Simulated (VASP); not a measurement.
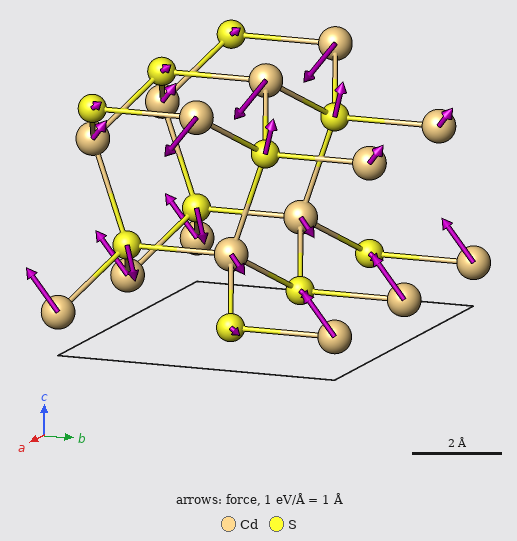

Starting geometry of a slab of composition CdS with the computed forces as purple arrows. Style: ball-and-stick. Shown: the 2 × 1 repeat of the cell, outlined in the plane, without the vacuum, slightly off an axis.

The run lets the atoms move in a fixed cell.

Method: Kohn-Sham DFT of a periodic cell, PBEsol, VASP PAW PBE potentials, recommended (VASP 6.6.1).

The input:
```
  ALGO = Normal
  DIPOL = 0.5 0.5 0.500
  EDIFF = 1E-6
  EDIFFG = -0.02
  ENCUT = 520
  GGA = PS
  IBRION = 2
  IDIPOL = 3
  ISIF = 2
  ISMEAR = 0
  KPAR = 2
  LASPH = True
  LCHARG = False
  LDIPOL = True
  LREAL = False
  LWAVE = False
  NELM = 80
  NSW = 80
  PREC = Accurate
  SIGMA = 0.03
```

Run as
```bash
cat potpaw_PBE.64/Cd/POTCAR potpaw_PBE.64/S/POTCAR > POTCAR
mpirun -np 2 vasp_std > vasp.out
```

What follows when this structure is relaxed?

It isn't relaxed: the largest force vector, on Cd atoms, is 1.25 eV/Å. The final displacements follow the starting forces only in part (cosine between the two patterns 0.71). Over 24 geometry steps the energy falls by 0.901 eV per cell of the calculation. The largest force component goes from 0.98 to 0.015 eV/Å. The largest moves relative to the layer's centre, 0.72 Å, are those of Cd atoms. Largest moves by element: Cd 0.72 Å, S 0.25 Å. The cell doesn't change. Among the contacts that change: Cd–S 2.531 → 2.415 Å, Cd–S 2.526 → 2.619 Å, Cd–S 2.531 → 2.581 Å, Cd–S 2.526 → 2.489 Å. Among the angles between lasting bonds that change: S–Cd–S 109.2° → 123.7°, Cd–S–Cd 109.2° → 95.0°, Cd–S–Cd 109.7° → 96.0°.
